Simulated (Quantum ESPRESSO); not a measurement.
**Band-structure run, with input and output: Y (part 2 of 2)**

Continued. System: Y (P6₃/mmc, 4 atoms in the cell). Method: Kohn-Sham DFT of a periodic cell, AM05, PseudoDojo 0.4.1 SR PBE standard, no spin polarisation (Quantum ESPRESSO 7.5); cutoff 979.61 eV, 8×8×3 k-mesh, fermi-dirac of 0.05 eV. The structure derives from a Materials Project entry.

Geometry of the input (Å; fractional positions):
```
3.6425  0.0000  0.0000
-1.8213  3.1545  0.0000
0.0000  0.0000  11.8441
Y  0.6667  0.3333  0.7500
Y  0.0000  0.0000  0.5000
Y  0.3333  0.6667  0.2500
Y  0.0000  0.0000  0.0000
```

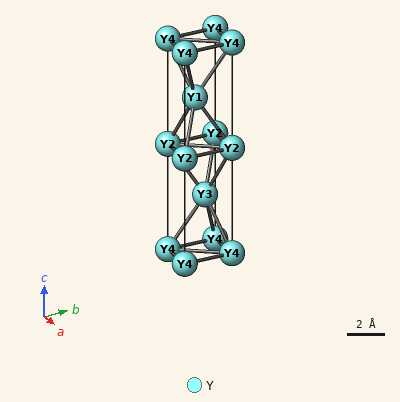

Figure 1. The input geometry (ball-and-stick view of the cell of the calculation, seen slightly off an axis; atoms are numbered from 1 in the order of the input).

**What the program printed, continued**
```
     iteration #  9     ecut=    72.00 Ry     beta= 0.50
     Davidson diagonalization with overlap
     ethr =  1.37E-10,  avg # of iterations =  5.0

     total energy              =    -325.52373059 Ry
     estimated scf accuracy    <          4.1E-09 Ry

     iteration # 10     ecut=    72.00 Ry     beta= 0.50
     Davidson diagonalization with overlap
     ethr =  9.21E-12,  avg # of iterations =  3.9

     End of self-consistent calculation

          k = 0.0000 0.0000 0.0000 (  9517 PWs)   bands (ev):

   -33.5203 -33.4994 -33.4837 -33.4625 -13.7890 -13.5600 -13.5298 -13.3633
   -13.3633 -13.3332 -13.3332 -13.3261 -13.3261 -13.2957 -13.2957 -13.2883
     4.4568   5.7703   5.7788   7.2049   9.6336   9.8338   9.8835  10.7139
    10.7139  10.7747  10.7747  10.8719  11.0984  11.0984  11.2042

          k = 0.0000 0.0000 0.1025 (  9510 PWs)   bands (ev):

   -33.5168 -33.5075 -33.4755 -33.4661 -13.7571 -13.6691 -13.4176 -13.3589
   -13.3589 -13.3468 -13.3468 -13.3233 -13.3124 -13.3124 -13.3002 -13.3002
     4.6217   5.0897   6.5066   7.0334   9.5623   9.5793  10.2953  10.7015
    10.7717  10.7717  10.8237  10.8237  11.0210  11.0210  11.0963

          k = 0.0000 0.1443 0.0000 (  9488 PWs)   bands (ev):

   -33.5134 -33.4942 -33.4785 -33.4591 -13.7647 -13.5678 -13.5415 -13.4171
   -13.3807 -13.3729 -13.3659 -13.3502 -13.3462 -13.3391 -13.3042 -13.2974
     4.7796   6.0532   6.0613   7.5235   9.3627   9.6381   9.8085  10.3046
    10.4463  10.5233  10.9771  10.9819  11.0833  11.2993  11.3773

          k = 0.0000 0.1443 0.1025 (  9474 PWs)   bands (ev):

   -33.5101 -33.5015 -33.4711 -33.4625 -13.7370 -13.6610 -13.4497 -13.4093
   -13.3964 -13.3757 -13.3717 -13.3620 -13.3398 -13.3232 -13.3127 -13.3094
     4.9377   5.3887   6.7914   7.3414   9.3215   9.4036  10.0719  10.3004
    10.4834  10.6519  10.9640  11.0253  11.0298  11.0762  11.2514

          k = 0.0000 0.2887 0.0000 (  9474 PWs)   bands (ev):

   -33.4958 -33.4816 -33.4659 -33.4515 -13.7028 -13.6170 -13.6157 -13.5380
   -13.4990 -13.4278 -13.4206 -13.4067 -13.3773 -13.3703 -13.3264 -13.3239
     5.6508   6.7344   6.7418   8.2135   8.8423   9.2841   9.5519   9.5571
     9.9823  10.0135  10.8610  11.0209  11.1367  11.5730  11.7069

          k = 0.0000 0.2887 0.1025 (  9489 PWs)   bands (ev):

   -33.4933 -33.4867 -33.4607 -33.4541 -13.6923 -13.6610 -13.5720 -13.5270
   -13.5100 -13.4646 -13.4144 -13.3975 -13.3685 -13.3500 -13.3353 -13.3328
     5.7822   6.1613   7.4111   7.9918   8.8712   9.0704   9.5366   9.6919
    10.0493  10.1484  10.7597  10.8848  11.2104  11.4044  11.8236

          k = 0.0000 0.4330 0.0000 (  9500 PWs)   bands (ev):

   -33.4768 -33.4690 -33.4532 -33.4454 -13.7306 -13.7282 -13.6553 -13.6309
   -13.5982 -13.4587 -13.4579 -13.4097 -13.4082 -13.4012 -13.3591 -13.3499
     6.7455   7.2898   7.3398   8.2910   8.5754   8.8657   9.0555   9.3540
    10.0652  10.1605  10.5564  10.7613  10.8209  11.8751  11.8892

          k = 0.0000 0.4330 0.1025 (  9467 PWs)   bands (ev):

   -33.4752 -33.4715 -33.4507 -33.4469 -13.7283 -13.7056 -13.6882 -13.6559
   -13.5469 -13.4863 -13.4516 -13.4320 -13.3912 -13.3772 -13.3674 -13.3573
     6.8177   7.0190   7.6780   8.0800   8.5805   8.7493   9.2331   9.3613
    10.1979  10.2103  10.4971  10.6330  10.9467  11.3131  12.5649

          k = 0.0000-0.5774 0.0000 (  9474 PWs)   bands (ev):

   -33.4679 -33.4637 -33.4479 -33.4438 -13.7816 -13.7714 -13.7045 -13.6834
   -13.5224 -13.5034 -13.4741 -13.4209 -13.4140 -13.4061 -13.3748 -13.3599
     7.2437   7.4001   7.8383   7.9082   8.5930   8.6635   8.7955   9.4461
     9.8580  10.3578  10.6890  10.7660  10.8445  11.8971  11.8975

          k = 0.0000-0.5774 0.1025 (  9462 PWs)   bands (ev):

   -33.4670 -33.4650 -33.4467 -33.4447 -13.7686 -13.7590 -13.7225 -13.7078
   -13.5041 -13.4918 -13.4666 -13.4460 -13.4061 -13.3886 -13.3879 -13.3676
     7.3493   7.4580   7.7352   7.7488   8.4877   8.5859   9.1092   9.3948
    10.0845  10.4779  10.5151  10.7500  10.8282  11.2386  12.7579

          k = 0.1250 0.2165 0.0000 (  9501 PWs)   bands (ev):

   -33.5011 -33.4853 -33.4696 -33.4536 -13.7203 -13.5973 -13.5828 -13.4945
   -13.4617 -13.4280 -13.4094 -13.3806 -13.3703 -13.3664 -13.3334 -13.3138
     5.3820   6.5489   6.5562   8.0727   8.9934   9.3658   9.7049   9.7484
     9.9898  10.0191  11.0021  11.0936  11.2074  11.3684  11.5109

          k = 0.1250 0.2165 0.1025 (  9484 PWs)   bands (ev):

   -33.4983 -33.4911 -33.4637 -33.4565 -13.7030 -13.6556 -13.5254 -13.4849
   -13.4770 -13.4520 -13.4040 -13.3838 -13.3575 -13.3570 -13.3359 -13.3224
     5.5240   5.9329   7.2672   7.8590   9.0033   9.1831   9.6412   9.8322
    10.1253  10.1740  10.8159  10.9451  11.2874  11.4344  11.5678

          k = 0.1250 0.3608 0.0000 (  9465 PWs)   bands (ev):

   -33.4826 -33.4727 -33.4569 -33.4469 -13.6801 -13.6743 -13.6369 -13.5982
   -13.5875 -13.4701 -13.4408 -13.4249 -13.4124 -13.3876 -13.3699 -13.3455
     6.4123   7.2471   7.2569   8.5851   8.6161   9.1267   9.1950   9.3690
     9.7611   9.8728  10.5185  10.7433  10.8712  11.5070  12.1665

          k = 0.1250 0.3608 0.1025 (  9482 PWs)   bands (ev):

   -33.4807 -33.4760 -33.4536 -33.4488 -13.6873 -13.6686 -13.6440 -13.6065
   -13.5496 -13.4912 -13.4465 -13.4352 -13.4066 -13.3855 -13.3607 -13.3465
     6.5121   6.8029   7.7876   8.2896   8.7617   8.9930   9.2093   9.3714
     9.8472   9.9544  10.4585  10.5864  11.0881  11.3995  12.0540

          k = 0.1250 0.5052 0.0000 (  9478 PWs)   bands (ev):

   -33.4679 -33.4637 -33.4480 -33.4437 -13.7516 -13.7423 -13.6767 -13.6598
   -13.5568 -13.5011 -13.4873 -13.4680 -13.4222 -13.3942 -13.3842 -13.3791
     7.3652   7.5945   7.7780   8.3214   8.6559   8.7054   8.9709   9.3618
     9.7533   9.9439  10.4202  10.4886  10.9089  11.7685  11.9989

          k = 0.1250 0.5052 0.1025 (  9482 PWs)   bands (ev):

   -33.4670 -33.4650 -33.4467 -33.4447 -13.7407 -13.7300 -13.6961 -13.6836
   -13.5278 -13.5074 -13.4767 -13.4615 -13.4338 -13.4138 -13.3788 -13.3732
     7.4252   7.5542   7.8463   8.1211   8.5921   8.7647   9.0736   9.2848
     9.9782  10.0727  10.3113  10.3652  11.0117  11.3475  12.4886

          k = 0.2500 0.4330 0.0000 (  9445 PWs)   bands (ev):

   -33.4680 -33.4637 -33.4480 -33.4437 -13.7061 -13.6994 -13.6540 -13.6218
   -13.5970 -13.5495 -13.4812 -13.4810 -13.4512 -13.4296 -13.3826 -13.3770
     7.4733   7.9004   7.9006   8.4685   8.7274   8.7713   9.2892   9.3808
     9.5506   9.6992   9.8921  10.2660  11.1484  11.1641  12.4866

          k = 0.2500 0.4330 0.1025 (  9465 PWs)   bands (ev):

   -33.4671 -33.4650 -33.4467 -33.4446 -13.6946 -13.6902 -13.6702 -13.6589
   -13.5532 -13.5401 -13.4940 -13.4784 -13.4633 -13.4368 -13.3767 -13.3739
     7.5203   7.6650   8.1691   8.3766   8.8270   8.8714   9.1009   9.1147
     9.7314   9.8337   9.9434  10.1660  11.2134  11.2478  12.2013

          k = 0.2500 0.5774 0.0000 (  9436 PWs)   bands (ev):

   -33.4609 -33.4600 -33.4442 -33.4434 -13.7133 -13.6985 -13.6474 -13.6440
   -13.5984 -13.5747 -13.5400 -13.4848 -13.4814 -13.4292 -13.4125 -13.3723
     8.0997   8.1750   8.4694   8.4849   8.6657   8.7197   9.0519   9.1795
     9.3687   9.4174   9.9660  10.1331  11.2463  11.5264  12.3231

          k = 0.2500 0.5774 0.1025 (  9454 PWs)   bands (ev):

   -33.4607 -33.4603 -33.4440 -33.4436 -13.7025 -13.6966 -13.6621 -13.6559
   -13.5802 -13.5722 -13.5466 -13.5092 -13.4530 -13.4293 -13.4039 -13.3851
     8.1664   8.2184   8.3786   8.3834   8.7116   8.8246   8.9103   8.9654
     9.6283   9.6851   9.8964   9.9925  11.3183  11.4761  12.2832

     the Fermi energy is     9.0989 ev

!    total energy              =    -325.52373059 Ry
     estimated scf accuracy    <          2.1E-10 Ry
     smearing contrib. (-TS)   =      -0.00444019 Ry
     internal energy E=F+TS    =    -325.51929040 Ry

     The total energy is F=E-TS. E is the sum of the following terms:
     one-electron contribution =     -88.30879766 Ry
     hartree contribution      =      53.61300270 Ry
     xc contribution           =     -62.53636275 Ry
     ewald contribution        =    -228.28713269 Ry

     convergence has been achieved in  10 iterations

     Forces acting on atoms (cartesian axes, Ry/au):

     atom    1 type  1   force =     0.00000000    0.00000000    0.00000000
     atom    2 type  1   force =     0.00000000   -0.00000000    0.00000000
     atom    3 type  1   force =    -0.00000000   -0.00000000    0.00000000
     atom    4 type  1   force =     0.00000000   -0.00000000   -0.00000000

     Total force =     0.000000     Total SCF correction =     0.000000

     Computing stress (Cartesian axis) and pressure

          total   stress  (Ry/bohr**3)                   (kbar)     P=      -30.20
  -0.00019251  -0.00000000  -0.00000000          -28.32       -0.00       -0.00
  -0.00000000  -0.00019251  -0.00000000           -0.00      -28.32       -0.00
   0.00000000   0.00000000  -0.00023094            0.00        0.00      -33.97

=------------------------------------------------------------------------------=
   JOB DONE.
=------------------------------------------------------------------------------=
```

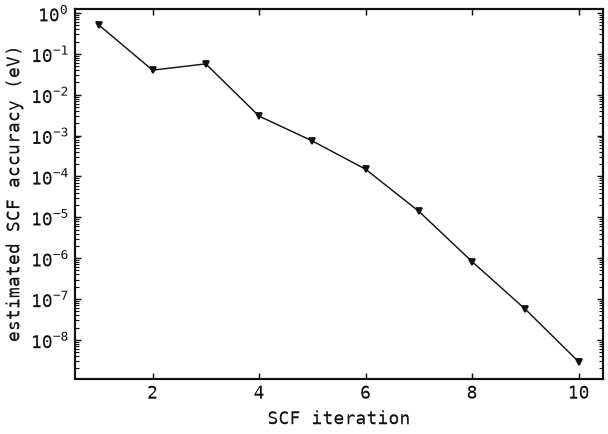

Figure 2. Convergence of the self-consistent field: estimated SCF accuracy against the iteration. The field takes 10 iterations in all.

**Key numbers**

| quantity | value |
| --- | --- |
| outcome | converged |
| space group (tolerance 0.01 Å) | P6₃/mmc (194) |
| electrons treated | 44 |
| free energy | −4428.9760 eV |
| Fermi energy | 9.099 eV |
| gap on the k-point mesh | none (metallic) |
| pressure | −3.02 GPa |
| largest force (length of the vector) | under 0.001 eV/Å |
| wall time | 5.8 min |
| peak memory | 0.34 GiB |

**Notes**

The record of the run, not the program, notes: potentials made for another functional; eigenvalues not converged. Points of doubt noted for this run: potentials made for another functional.
